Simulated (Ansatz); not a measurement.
ZrO2

```cif
data_structure
_symmetry_space_group_name_H-M 'P 1'
_symmetry_Int_Tables_number 1
_cell_length_a 5.0901
_cell_length_b 5.0901
_cell_length_c 5.0901
_cell_angle_alpha 90.000
_cell_angle_beta 90.000
_cell_angle_gamma 90.000
_cell_volume 131.88
loop_
_atom_site_label
_atom_site_type_symbol
_atom_site_fract_x
_atom_site_fract_y
_atom_site_fract_z
_atom_site_occupancy
Zr1 Zr 0.00000 0.00000 0.00000 1
Zr2 Zr 0.50000 0.50000 0.00000 1
Zr3 Zr 0.50000 0.00000 0.50000 1
Zr4 Zr 0.00000 0.50000 0.50000 1
O1 O 0.75000 0.25000 0.25000 1
O2 O 0.25000 0.75000 0.25000 1
O3 O 0.25000 0.25000 0.75000 1
O4 O 0.75000 0.75000 0.75000 1
O5 O 0.25000 0.25000 0.25000 1
O6 O 0.75000 0.75000 0.25000 1
O7 O 0.75000 0.25000 0.75000 1
O8 O 0.25000 0.75000 0.75000 1
```

Space group Fm-3m; a structure from a database of computed crystals, not necessarily the ambient phase; computed pressure about −9 GPa in this cell.

Computed with Kohn-Sham DFT of a periodic cell, LDA, Ansatz PAW in Ansatz 0.2.0.

The density is the valence pseudo-density of a PAW calculation; it isn't the true density close to the nuclei.

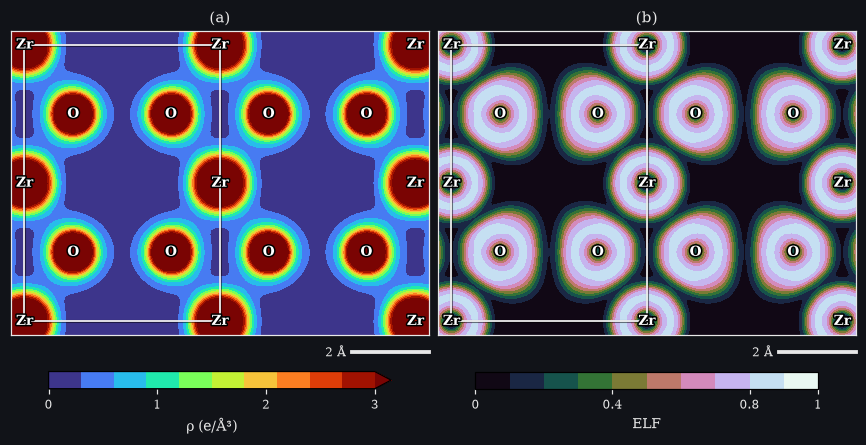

Figure 1. (a) valence charge density (pseudo); (b) ELF on the (110) plane of the conventional cell.

### What do the fields say about this system?

- The section cuts through Zr and O sites.
- Zr–O (2.20 Å): the density is about 0.53 e/Å³ at the midpoint; the ELF peaks at about 0.85 in the valence shell of O, 0.6 Å from its nucleus, and drops to about 0.20 between the two atoms; no localised pair shows between them.
- Between the atoms the lowest density in this plane is 0.02 e/Å³.
- The features right at Zr lie inside the PAW spheres, where the map follows smoothed inner orbitals and isn't to be read closely.

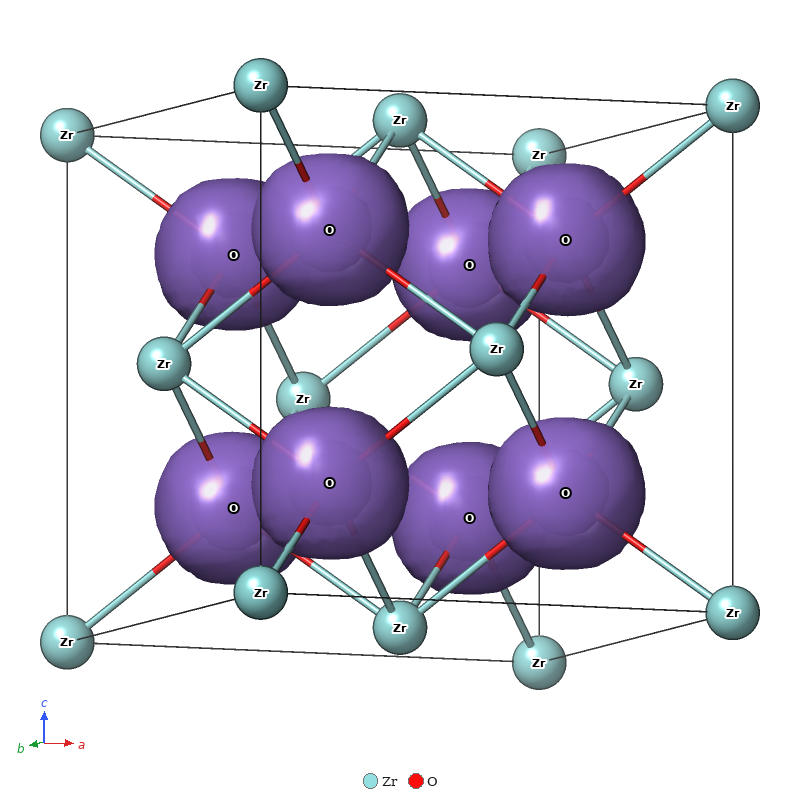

Figure 2. Isosurface of the ELF at 0.75 (purple), seen at an oblique angle. Only the valence region is drawn (cores and ρ < 0.01 e/Å³ removed). Sticks mark near contacts.

### Where are the electrons localised?

The surface consists of eight regions wrapped around O (the valence shell of each), counted in one cell of 12 atoms. Regions shared between cells count once.

### Does the calculation make it a metal, or give it a gap?

It is gapped, with a Kohn–Sham gap of 3.3 eV on the k-point mesh, an upper bound to the gap of this method.
